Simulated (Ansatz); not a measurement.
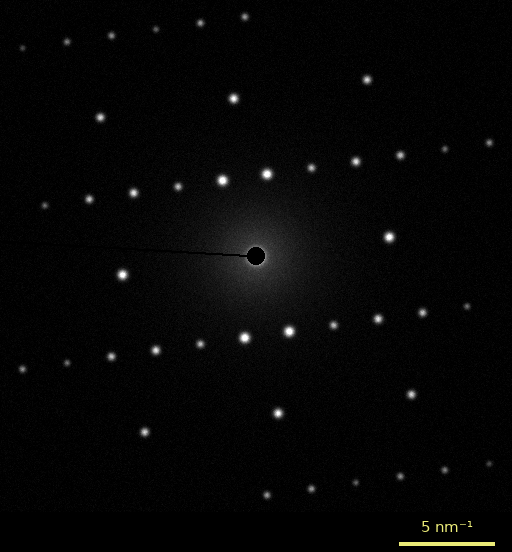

The pattern is a kinematic simulation for 200 kV electrons (no multiple scattering; isotropic B = 0.3 Å²).

It belongs to Ge, space group P6/mmm (No. 191), a = 4.878 Å, c = 2.736 Å (hexagonal axes). Structure: the geometry relaxed with Ansatz, DFT, r2SCAN, plane waves (500 eV) with PAW, scalar-relativistic; the starting structure was generated, so it need not be a known form of this composition.

```cif
data_structure
_symmetry_space_group_name_H-M 'P6/mmm'
_symmetry_Int_Tables_number 191
_cell_length_a 4.8779
_cell_length_b 4.8779
_cell_length_c 2.7364
_cell_angle_alpha 90.000
_cell_angle_beta 90.000
_cell_angle_gamma 120.000
_cell_volume 56.39
loop_
_atom_site_label
_atom_site_type_symbol
_atom_site_symmetry_multiplicity
_atom_site_Wyckoff_symbol
_atom_site_fract_x
_atom_site_fract_y
_atom_site_fract_z
_atom_site_occupancy
Ge1 Ge 1 a 0.00000 0.00000 0.00000 1
Ge2 Ge 2 d 0.33333 0.66667 0.50000 1
```

Q: Measure the pattern against the scale bar and name the zone.

A: The spots form a centred rectangular net whose two shortest vectors correspond to d = 4.22 Å and 2.30 Å, 74.2° apart. They index as 0 1 0 (itself too weak to see) and 1 0 -1, so the zone axis is ±[101] (or an equivalent direction of <101>).

Q: Which reflections of this zone are missing, and why?

A: Reflections such as 0 1 0, 0 2 0, 2 -2 -2 are allowed but too weak to see at this display level.
